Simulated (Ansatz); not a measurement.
## A hole started on one F atom in LiF (Fm-3m)

Aim: find out whether an added hole stays on one F atom in LiF (Fm-3m) by distorting the lattice there, how its energy compares with the band edge, and how the answer depends on the level of theory. The model is a cell of 128 host atoms.

Method: plane-wave PAW DFT, PBE0; relaxation of all atoms of a supercell at fixed charge in a uniform background; PAW set soft_1, in Ansatz 0.2.0.

In doubt: the hybrid run may have settled on a false gap or state (step 2), so the values of those runs are not to be relied on.

**1. Starting point**

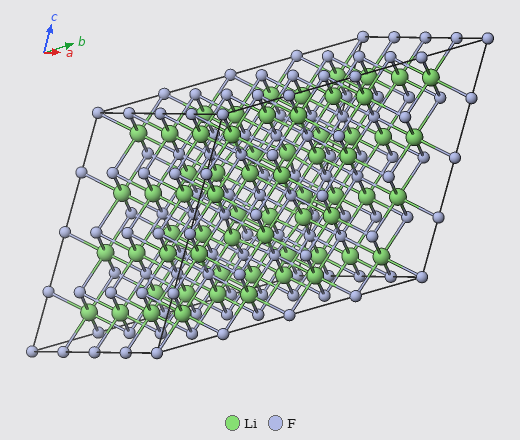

The starting structure, seen slightly off an axis (lithium green, fluorine light blue). Bonds to atoms that aren't drawn are left out. Some periodic images of atoms are drawn too.

The cell holds 128 atoms: 64 Li and 64 F. Cell: a = 11.332 Å, b = 11.332 Å, c = 11.332 Å, α = 60.0°, β = 60.0°, γ = 60.0°. It derives from LiF (space group Fm-3m). Nearest the centre at fractional (0.375, 0.625, 0.375): F52 at 0.00 Å, Li59 at 2.15 Å, Li83 at 2.15 Å, Li53 at 2.15 Å, Li91 at 2.15 Å, Li85 at 2.15 Å, Li61 at 2.15 Å, F50 at 2.83 Å. The cell carries charge +1.

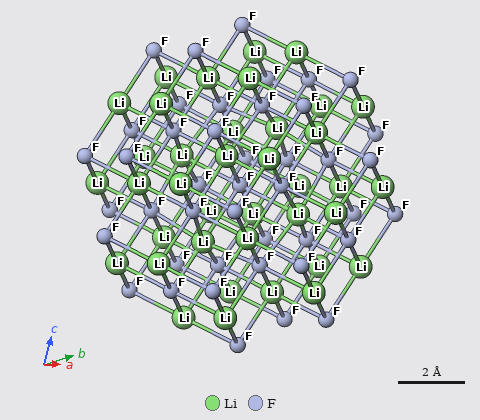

The atoms within 5 Å of the centre.

The host's dielectric constants go in as inputs: 2.09 for the electrons alone, 9.46 with the ions, computed on the host (DFPT, PBEsol).

The cell's shortest repeat is 11.3 Å.

The centre named in tables marks the trial (one F atom), and distances without another origin count from it. The distances above are those of the displaced start.

**2. Relaxation with the hole, PBE0**

Semilocal functionals spread an added carrier through self-interaction, so the relaxation is made with exact exchange mixed in. The share of exact exchange was chosen, not fitted; 1/ε∞ of the host is 0.48. A carrier doesn't trap itself from the perfect lattice, where equivalent sites compete, so the atoms around the trial site start displaced and the spin starts there. The total moment is locked to that of one carrier.

Contents of qp1_M1_trap.hrelax/input.yaml:

```yaml
crystal:
  lattice:
    - [0.0, 8.01317276, 8.01317276]
    - [8.01317276, 0.0, 8.01317276]
    - [8.01317276, 8.01317276, 0.0]
  atoms:
    - { symbol: Li, position: [0.0, 0.0, 0.0] }
    - { symbol: F, position: [0.125, 0.125, 0.125] }
[... 11 atom lines left out ...]
    - { symbol: F, position: [0.125, 0.375, 0.625] }
[... 5 atom lines left out ...]
    - { symbol: F, position: [0.125, 0.625, 0.375] }
[... 1 atom line left out ...]
    - { symbol: F, position: [0.125, 0.625, 0.625] }
[... 3 atom lines left out ...]
    - { symbol: F, position: [0.125, 0.875, 0.125] }
    - { symbol: Li, position: [0.0, 0.75, 0.25] }
    - { symbol: F, position: [0.125, 0.875, 0.375] }
    - { symbol: Li, position: [0.0, 0.75, 0.5] }
    - { symbol: F, position: [0.125, 0.875, 0.625] }
[... 2 atom lines left out ...]
    - { symbol: Li, position: [0.25, 0.0, 0.0] }
[... 1 atom line left out ...]
    - { symbol: Li, position: [0.25, 0.0, 0.25] }
[... 1 atom line left out ...]
    - { symbol: Li, position: [0.25, 0.0, 0.5] }
[... 6 atom lines left out ...]
    - { symbol: F, position: [0.375, 0.375, 0.375] }
[... 1 atom line left out ...]
    - { symbol: F, position: [0.375, 0.375, 0.625] }
[... 3 atom lines left out ...]
    - { symbol: F, position: [0.375, 0.625, 0.125] }
    - { symbol: Li, position: [0.25, 0.5, 0.25] }
    - { symbol: F, position: [0.375, 0.625, 0.375], spin: 1.0 }
    - { symbol: Li, position: [0.24064, 0.49064, 0.50936] }
    - { symbol: F, position: [0.375, 0.625, 0.625] }
    - { symbol: Li, position: [0.25, 0.5, 0.75] }
[... 1 atom line left out ...]
    - { symbol: Li, position: [0.25, 0.75, 0.0] }
    - { symbol: F, position: [0.375, 0.875, 0.125] }
    - { symbol: Li, position: [0.24064, 0.75936, 0.24064] }
    - { symbol: F, position: [0.375, 0.875, 0.375] }
    - { symbol: Li, position: [0.24064, 0.75936, 0.50936] }
[... 12 atom lines left out ...]
    - { symbol: F, position: [0.625, 0.375, 0.125] }
    - { symbol: Li, position: [0.5, 0.25, 0.25] }
    - { symbol: F, position: [0.625, 0.375, 0.375] }
    - { symbol: Li, position: [0.5, 0.25, 0.5] }
    - { symbol: F, position: [0.625, 0.375, 0.625] }
[... 2 atom lines left out ...]
    - { symbol: Li, position: [0.5, 0.5, 0.0] }
    - { symbol: F, position: [0.625, 0.625, 0.125] }
    - { symbol: Li, position: [0.50936, 0.49064, 0.24064] }
    - { symbol: F, position: [0.625, 0.625, 0.375] }
    - { symbol: Li, position: [0.50936, 0.49064, 0.50936] }
[... 3 atom lines left out ...]
    - { symbol: Li, position: [0.5, 0.75, 0.0] }
    - { symbol: F, position: [0.625, 0.875, 0.125] }
    - { symbol: Li, position: [0.50936, 0.75936, 0.24064] }
[... 1 atom line left out ...]
    - { symbol: Li, position: [0.5, 0.75, 0.5] }
[... 13 atom lines left out ...]
    - { symbol: Li, position: [0.75, 0.25, 0.25] }
[... 1 atom line left out ...]
    - { symbol: Li, position: [0.75, 0.25, 0.5] }
[... 3 atom lines left out ...]
    - { symbol: Li, position: [0.75, 0.5, 0.0] }
[... 1 atom line left out ...]
    - { symbol: Li, position: [0.75, 0.5, 0.25] }
[... 1 atom line left out ...]
    - { symbol: Li, position: [0.75, 0.5, 0.5] }
[... 3 atom lines left out ...]
    - { symbol: Li, position: [0.75, 0.75, 0.0] }
[... 1 atom line left out ...]
    - { symbol: Li, position: [0.75, 0.75, 0.25] }
[... 4 atom lines left out ...]
    - { symbol: F, position: [0.875, 0.875, 0.875] }
  host:
    repeats: [4, 4, 4]
    atoms:
      - { symbol: Li, position: [0.0, 0.0, 0.0] }
      - { symbol: F, position: [0.5, 0.5, 0.5] }
total_charge: 1
basis:
  ecutwfc: 420
  xc_grid: 2
hamiltonian:
  xc: pbe0
  pseudopotentials: { kind: paw, azcp: { folder: soft_1 } }
kpoints:
  mp_grid: { grid: [1, 1, 1] }
magnetization:
  spin_polarized: true
  initial_magnetization: 1
  spin_locking: { lock_magnetization: hard }
scf:
  occupations: { method: fixed }
  max_iter: 80
output:
  forces: true
  charged_corrections:
    epsilon: 2.09
    static_epsilon: 9.46
    defect_position: [0.375, 0.625, 0.375]
relax:
  f_tol: 0.03
  max_steps: 45
  random_displacement: { amplitude: 0.02, seed: 2598 }
checkpoint:
  write: "../qp1_M1_trap.hrelax.run"
  compress: false
  write_wavefunctions: true
  write_every: 100000
```

Run with:

```console
$ ansatz run input.yaml --threads 32 --pin off --max-ram 84787MiB --backend cuda --events-out ev --progress --plain --runs-dir out --max-vram 78GiB
```

Numbers of over 12 decimals in the logs are rounded to 6 here.

The log of the run:

```text
[... repeated set-up lines and file paths are left out, and long positions are rounded to six places ...]
Engine: ansatz 0.2.0, aarch64-unknown-linux-gnu
Pseudopotentials: kind: paw
Pseudopotential: Li, paw, valence charge 3, recommended cutoff 420 eV (normal), soft_1/Li.paw.azcp
Pseudopotential: F, paw, valence charge 7, recommended cutoff 420 eV (normal), soft_1/F.paw.azcp
Functional definition: PBE0
  parameter a = 0.25
  parameter kappa = 0.804
  parameter beta = 0.066725
  exchange = (1 - a)*pbe_x(kappa = kappa, mu = beta*pi^2/3) + a*exact_x
  correlation = pbe_c(beta = beta)
davidson cushion auto → on  (no smearing: the cushion is to keep the highest requested band from converging to the state above it; pin scf.eigensolver.cushion to override)
[...]
Crystal: 128 atoms, lattice volume = 1029.067 Å³
Basis set: ecut = 420 eV, 20107 PW (Γ), exchange–correlation on 160×160×160 points (8 copies of the dense FFT grid, shifted against one another)
Bands: 448, of which v1, the nominal top of the filled ones, is band 320 counted from 1 (319 counted from 0)
Symmetry: 1 space group operations
k-points: 1
Non-local potential: Li, projectors of the file, l = 0: 3, l = 1: 2, l = 2: 1
Non-local potential: F, projectors of the file, l = 0: 2, l = 1: 2, l = 2: 1
PAW form: soft (Blöchl's): semilocal exchange-correlation on the pseudo side does not see the compensation charge
PAW frozen core: F, regenerated for the run's functional, and the local potential with it (the file was generated under x = pbe(κ = 0.804, μ = 0.219515), c = pbe(β = 0.066725))
PAW one-centre angular grid: Li, 110 points (default); XC on 96 Gauss nodes
PAW one-centre angular grid: F, 110 points (default); XC on 64 Gauss nodes
Initial density: superposition of atomic densities (chi_scale 0.1, normalization cell, long waves kept (reshape's long-wave potential 0.08 eV rms))
Starting moments: Σ|m| = 1 μB on 1 of 128 sites
Initial wavefunctions: pseudopotential atomic-orbital guess
[...]
Functional: x = pbe(κ = 0.804, μ = 0.219515), c = pbe(β = 0.066725), warm-up for x = 0.75 pbe(κ = 0.804, μ = 0.219515) + 0.25 exact, c = pbe(β = 0.066725)
iter 1 solved again at ethr=4.27e-3 eV; its pass at ethr=1.00e-1 eV (dr2=2.73e1 eV) is discarded
SCF iter   1: F=—  HF=-65027.867332 eV  |Δ(HF+E_count)|=         —  Δρ=3.51e-2 (↑3.19e-2 ↓3.51e-2)  dr2=2.76e1  dr2_m=5.85e-1  M=1.000 μB ∫|m|=1.074 μB  Hψ=5226
preconditioner: auto → none  [insulator: Δε(μ)=0.028 eV  Ē_g=19.563 eV  n_scr=282 (ndim 8)  ℏωp=26.2 eV  f_vac=0.000]
SCF iter   2: F=—  HF=-65031.599423 eV  |Δ(HF+E_count)|=    3.73e0  Δρ=3.02e-2 (↑2.09e-2 ↓3.02e-2)  dr2=1.34e1  dr2_m=1.16e0  M=1.000 μB ∫|m|=1.137 μB  Hψ=2179
[...]
SCF iter  35: F=-65035.393359 eV  HF=-65035.393359 eV  |Δ(HF+E_count)|=   3.85e-9  Δρ=3.80e-6 (↑6.50e-7 ↓3.80e-6)  dr2=6.83e-8  dr2_m=3.89e-8  M=1.000 μB ∫|m|=1.086 μB  Hψ=1991
SCF 1 converged in 35 iterations: F = -65035.393359 eV  dr2 = 6.83e-8
  greatest PAW one-centre occupation: 1.000 electrons in one spin orbital (limit 2), on the Li atom at site 58 (counted from 0), in its partial waves of l = 0
the semilocal start has a gap of 0.005 eV: under exact exchange another state, often on complex orbitals, can lie lower than the one that it leads to. A single point with scf.lower_state_search: full and scf.eigensolver.gamma_real: false can look for it
[...]
Starting moments: Σ|m| = 1 μB on 1 of 128 sites; this step starts from the density that it was given
[...]
Exchange kernel: α = 0.2500, full range, Wigner–Seitz truncation, v(0) = 3533.5221 eV·Å³, q-mesh 1×1×1, nearest image of the exchange supercell L = 11.33 Å, pair-density grid 45×45×45, without the augmentation charges, whose exchange is taken in its separable [...]
Frozen-core exchange: fock
[...]
SCF 2 stopped early in 11 iterations: F = -65039.886745 eV  dr2 = 4.75e-5
  Residual-converged pass: ⟨swp⟩=3.0  Hψ=1769  notcnv=0  max |occ|·‖R‖ = 6.6e-6 eV (tolerance 6.7e-6 eV)  dr2=4.75e-5  dr2_m=2.34e-6  dr2_onsite=1.69e-6  max |Δocc| = 0.0e0
[...]
hybrid outer 1: dexx = +4.891e-1 eV, tail = 7.11e-4 eV
[...]
relax step   1: F+E_penalty+E_count = -65039.89192455 eV  Δ(F+E_penalty+E_count) = +0.000e0 eV  max|allowed force component| = 3.204e-1 eV/Å  Δτ_max = 0.0000 Å  (105 SCF iters, accepted)
[... the SCF cycles and remarks between the steps are left out from here to the last step ...]
relax step   3: F+E_penalty+E_count = -65039.54674191 eV  Δ(F+E_penalty+E_count) = +4.885e-1 eV  max|allowed force component| = 5.796e-1 eV/Å  Δτ_max = 0.2000 Å  (52 SCF iters, dr2 threshold 3.91e-6 eV, rejected (line search))
[...]
hybrid outer 4: dexx = +6.398e-5 eV, tail = 1.51e-5 eV, Δε = 9.66e-4 eV (about 1.75e-4 eV left of the loop's levels), ΔF = 1.28e-3 eV/Å (tail 5.06e-3)
[...]
hybrid outer 2: dexx = +2.394e-4 eV, tail = 1.81e-6 eV, Δε = 4.54e-3 eV (about 6.44e-4 eV left of the loop's levels), ΔF = 2.04e-1 eV/Å (tail 4.28e-2)
[...]
hybrid outer 2: dexx = +2.144e-4 eV, tail = 2.07e-6 eV, Δε = 1.70e-2 eV (about 1.91e-3 eV left of the loop's levels), ΔF = 3.44e-1 eV/Å (tail 5.80e-2)
[...]
hybrid outer 2: dexx = +5.746e-5 eV, tail = 6.35e-7 eV, Δε = 1.53e-2 eV (about 3.77e-4 eV left of the loop's levels), ΔF = 3.26e-1 eV/Å (tail 4.08e-2)
[...]
hybrid outer 2: dexx = +2.976e-4 eV, tail = 4.54e-6 eV, Δε = 3.41e-2 eV (about 6.84e-4 eV left of the loop's levels), ΔF = 9.38e-1 eV/Å (tail 1.08e-1)
[...]
hybrid outer 2: dexx = +2.798e-4 eV, tail = 5.61e-6 eV, Δε = 2.80e-2 eV (about 5.82e-4 eV left of the loop's levels), ΔF = 1.01e0 eV/Å (tail 1.20e-1)
[...]
hybrid outer 2: dexx = +1.017e-4 eV, tail = 1.36e-6 eV, Δε = 8.62e-3 eV (about 1.76e-4 eV left of the loop's levels), ΔF = 3.57e-1 eV/Å (tail 6.14e-2)
[...]
hybrid outer 2: dexx = +7.405e-5 eV, tail = 8.32e-7 eV, Δε = 1.38e-2 eV (about 2.98e-4 eV left of the loop's levels), ΔF = 2.41e-1 eV/Å (tail 5.09e-2)
[...]
hybrid outer 2: dexx = +1.781e-5 eV, tail = 2.29e-7 eV, Δε = 3.54e-3 eV (about 6.70e-5 eV left of the loop's levels), ΔF = 1.51e-1 eV/Å (tail 2.66e-2)
[...]
SCF 46 converged in 7 iterations: F = -65040.506889 eV  dr2 = 6.86e-10
[...]
hybrid outer 2: dexx = +1.278e-6 eV, tail = 2.30e-8 eV, Δε = 1.62e-3 eV (about 3.36e-5 eV left of the loop's levels), ΔF = 4.53e-2 eV/Å (tail 8.29e-3)
[...]
SCF iter   1: F=—  HF=-65040.506889 eV  |Δ(HF+E_count)|=         —  Δρ=5.69e-7 (↑4.22e-7 ↓5.69e-7)  dr2=5.01e-9  dr2_m=3.09e-10  M=1.000 μB ∫|m|=1.122 μB  Hψ=2179
[...]
SCF iter   2: F=-65040.506889 eV  HF=-65040.506889 eV  |Δ(HF+E_count)|=   1.07e-9  Δρ=3.06e-7 (↑2.90e-7 ↓3.06e-7)  dr2=1.43e-9  dr2_m=6.51e-11  M=1.000 μB ∫|m|=1.122 μB sched 1.00e-12)  Hψ=2021
SCF 47 converged in 2 iterations: F = -65040.506889 eV  dr2 = 1.43e-9
[...]
hybrid outer 3: dexx = +6.148e-10 eV, tail = 3.33e-9 eV, Δε = 1.09e-5 eV (about 5.30e-6 eV left of the loop's levels), ΔF = 1.32e-3 eV/Å (tail 1.42e-3)
[...]
relax step  13: F+E_penalty+E_count = -65040.50688946 eV  Δ(F+E_penalty+E_count) = -8.734e-4 eV  max|allowed force component| = 5.867e-3 eV/Å  Δτ_max = 0.0078 Å  (15 SCF iters, accepted)
hybrid SCF converged: 3 outer / 15 inner (+0 warm-up), last move |dexx| = 6.15e-10 eV, tail = 3.33e-9 eV
Magnetization: 1.0000 μB (320.0000 up, 319.0000 down)
Absolute magnetization: 1.1247 μB (∫|ρ↑−ρ↓|, with the PAW one-centre terms)
Spin contamination: 0.0057 ħ² per cell (⟨S²⟩ above its minimum at these occupations)
Per-site moments (μB) at R_I (Å): [(-1.6626103571516718e-6, 0.816225), (-8.599527833232625e-7, 0.823596), (-7.2605005102582186e-6, 0.818631), [... 6 left out ...]
Free energy (F): -65040.506889 eV
Harris-Foulkes:  -65040.506889 eV  (|F-HF|=9.60e-10)
Internal energy: -65040.506889 eV  (E = F + TS)
E sigma→0 (E₀):  -65040.506889 eV
Fermi energy:    -1.032390 (↑ -1.033541, ↓ -1.032390) eV
--- Per-component energies (eV) ---
  E_band       = -9352.587348
  E_kinetic    = 13941.064611
  E_local      = -41713.502642  (includes V_loc(G=0)·N_el)
  E_nonlocal   = 4252.648254
  E_hartree    = 14548.885059
  E_xc         = -4306.158204
  E_vxc        = -5527.031699  (∫ρ·V_xc dr)
  E_exx        = -2722.773950  (= α·E_x^exact, valence–valence)
  E_paw        = -13251.740442  (= ΣΔE_a)
  E_vpaw       = -3958.050818  (= ΣTr[D̂ρ^β])
  E_aug_tail   = 0.062829  (compensation charges beyond the density's cutoff)
  E_ewald      = -35787.160646
  E_core_change = -1.831760  (= ΣΔE_core)
  E_smearing   = -0.000000  (= −TS)
  E_closure    = 0.000000  (closes the sum)
  E_deformation_potential = 15.782420  (in the stress; not in F)
  Σ components = -65040.506889   (vs F -65040.506889, Δ=-7.28e-12)
--- Forces (eV/Å), atoms counted from 1 ---
  atom   1  Li     0.00069035     0.00252283     0.00076098
  atom   2  F      0.00092507     0.00103924    -0.00097897
  [... 4 atoms left out ...]
  [... 122 more lines of this table ...]
  max |Σ_I F_I| component: 6.02e-6 eV/Å
--- Charged-cell corrections in eV (Makov–Payne, q = +1.000 e, ε = 9.460) ---
  F (periodic)     = -65040.506889  (uncorrected; the corrections below are reported, never added to it)
  E_corr1          = +0.217732  (monopole, q²α_M/2εL)
  F Makov-Payne    = -65040.289157  (F + E_corr1; no measured alignment; for a localised charge, not one spread in a band: unchecked)
  no potential alignment in this run, which stands beside a crystal: run the host's input off ansatz write-host-input, and read the two finished runs by ansatz place-levels (neither reads a slab, a wire or a sheet, whose cell leaves a vacuum)
--- Band table (eV) ---
  k-point 0 ↑: bands = ["-44.0803", "-44.0758", "-44.0744", "-44.0709", "-44.0625", "-44.0573", "-44.0161", "-44.0146", "-44.0027", [... rest cut ...]
  k-point 0 ↓: bands = ["-44.0815", "-44.0764", "-44.0755", "-44.0715", "-44.0660", "-44.0613", "-44.0170", "-44.0156", "-44.0036", [... rest cut ...]
  guard bands above this table: 41 of the run's 448 bands. The solve was not asked for them (output.publish_guard_bands: true or output.eigenvalues: true publishes all)
--- Relaxed structure (13 steps of the walk, 10 accepted, 0 SCFs on fresh bases) ---
  F+E_penalty+E_count = -65040.50688946 eV   max|allowed force component| = 5.867e-3 eV/Å
  atoms:
    - { symbol: Li, position: [-0.000266, 0.002657, -0.002709] }
    - { symbol: F, position: [0.124573, 0.125946, 0.124767] }
    [... 4 atoms left out ...]
  [... 122 more lines of this table ...]
```

Run time: 2.9 min. Hardware: 1 × NVIDIA GB200 with 32 threads of Arm Neoverse V2, shared host; peak memory 2.1 GiB.

Step by step:

```csv
step,energy less that of the first step (eV),largest force component (eV/Å)
1,0.0000,0.3204
2,-0.1434,0.2503
3,0.3452,0.5796
4,-0.2976,0.1018
5,-0.3144,0.0857
6,-0.3341,0.1708
7,-0.3734,0.2860
8,-0.5611,0.2599
9,-0.3765,1.6882
10,-0.6093,0.0877
11,-0.4832,0.4575
12,-0.6141,0.0456
13,-0.6150,0.0059
```

Relaxation steps 3, 9, 11 were tried and not accepted.

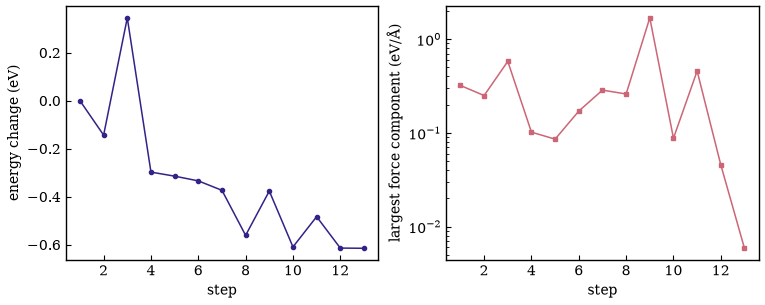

Energy and largest force along the relaxation.

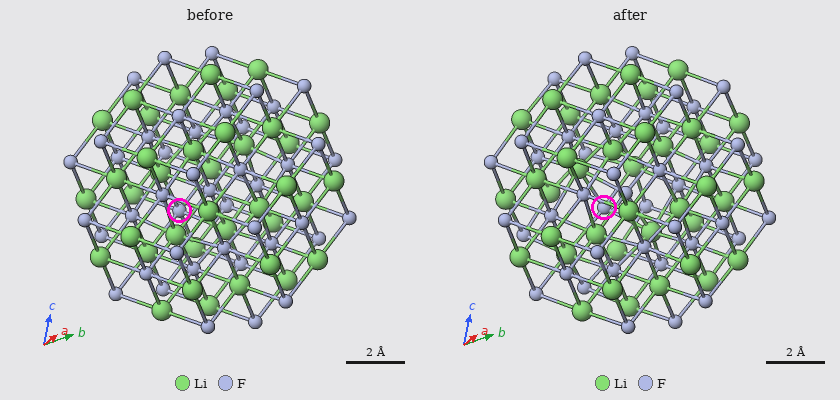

Before and after: the atoms that start within 5 Å of the centre. F20, which moves most, is ringed if it is among them.

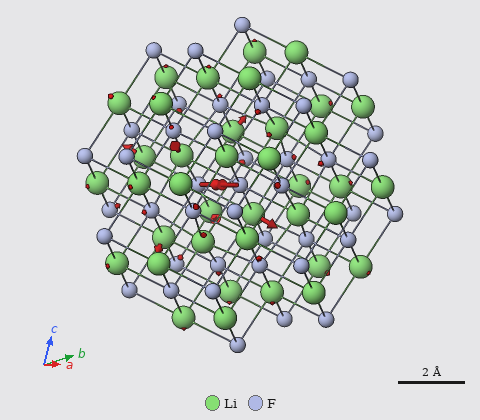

Displacements in the relaxation from the typed sites near the centre, exaggerated; the longest in the cell stands for 0.42 Å.

The atoms that moved most (Å, from the sites as typed, ahead of the random displacement):

```csv
atom,dx,dy,dz,length
F20,0.000,0.299,0.300,0.424
F52,0.000,-0.298,-0.298,0.421
Li53,0.001,0.190,-0.039,0.194
Li59,0.000,-0.039,0.190,0.194
Li27,0.000,-0.165,0.022,0.167
Li21,0.000,0.022,-0.165,0.166
Li51,-0.113,0.026,0.026,0.119
Li29,0.113,0.026,0.026,0.118
```

The moves above count from the input, in which the atoms at the trial site were already displaced.

The atoms nearest to the centre after the run:

```csv
atom,distance (Å)
F52,0.422
Li61,2.116
Li83,2.116
Li91,2.167
Li85,2.168
Li59,2.201
Li53,2.202
F20,2.410
```

Among the atoms that came to bonding distance: F20–F52 1.99 Å (from 2.83).

Largest moments: 0.47 μB on F52, 0.47 μB on F20 and 0.00 μB on F116. The sizes of the moments in the atoms' spheres add to about 1.0 μB, shared by 2.2 atoms in effect, 98 % of it within 3.2 Å of the largest: the carrier is localised at or next to the trial site.

**3. The states that it is compared with**

Its energy has a meaning only beside the cell without the carrier and the carrier left in the undistorted cell, under the same functional.

Times on 1 × NVIDIA GB200 with 32 threads of Arm Neoverse V2, shared host:

```csv
charge,start,kind,largest moment on one atom (μB),time
0,ideal sites,relaxation,-,7.7 s
+1,ideal sites,"single point, state in doubt",0.02,14 s
```

Distances from F52, which holds the largest moment, without and with the hole:

```csv
atom,without (Å),with (Å),change (Å)
Li59,2.00,1.96,-0.04
Li53,2.00,1.96,-0.04
F20,2.83,1.99,-0.84
Li91,2.00,2.48,0.48
Li61,2.00,2.15,0.15
Li83,2.00,2.15,0.15
Li85,2.00,2.48,0.48
```

The hole binds F52 and F20 into a pair, 2.83 Å apart without it and 1.99 Å with it.

(Part 1 of 2 ends here.)

[Logs are printed without paths, hosts, clocks, repeated set-up lines and the standing remarks that a program may print on its own settings, such as how far it seeks lower states.]

[Hosts, paths, dates, database ids (printed as entryN), source tags and the programs' standing remarks are cut or masked in the printed files.]

[For some hosts the program warned that the k-mesh of the response run may be too coarse for force constants and the static dielectric constant; such warnings are not shown here.]
